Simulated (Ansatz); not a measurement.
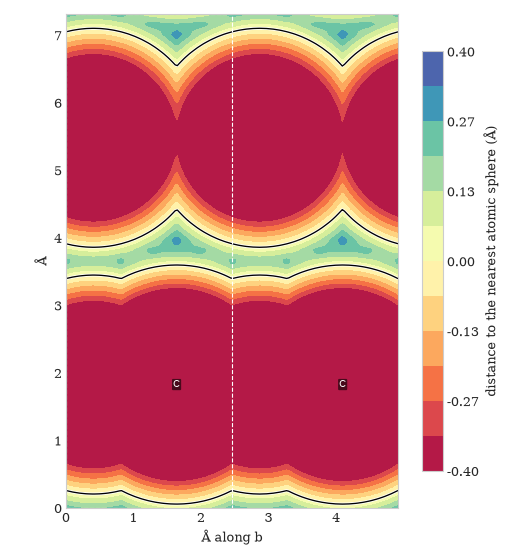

Map of the distance to the nearest atomic sphere in C (P6_3/mmc, No. 194), computed on the section x = 0.333 (parallel to b and c; the dashed line is one cell). The black line marks the spheres' surfaces; positive values are empty space; unlabelled circles belong to atoms above or below the section.

The atoms' radii are van der Waals radii (Alvarez): C 1.77 Å.

The cell is taken from the geometry relaxed with Ansatz 0.2.0, DFT PBEsol, scalar-relativistic, plane waves, PAW.

```
C
1.0
     2.45888    0.00000    0.00000
    -1.22944    2.12945    0.00000
     0.00000    0.00000    7.30703
C
4
Direct
  0.00000 0.00000 0.25000
  0.00000 0.00000 0.75000
  0.33333 0.66667 0.25000
  0.66667 0.33333 0.75000
```

### Where is the largest hole in this section, and how large is it?

At 0.333, 0.667, 0.962 (fractional), where the distance reaches 0.33 Å; it is enclosed by 7 C (then 3 C). It is the largest hole of the crystal.

### How much of the crystal lies outside the spheres?

About 12 % of the cell's volume, and 15 % of this section's area.

### What can pass through?

The largest sphere that fits anywhere has a diameter of 0.67 Å; the largest that can travel through the crystal, about 0.4 Å.
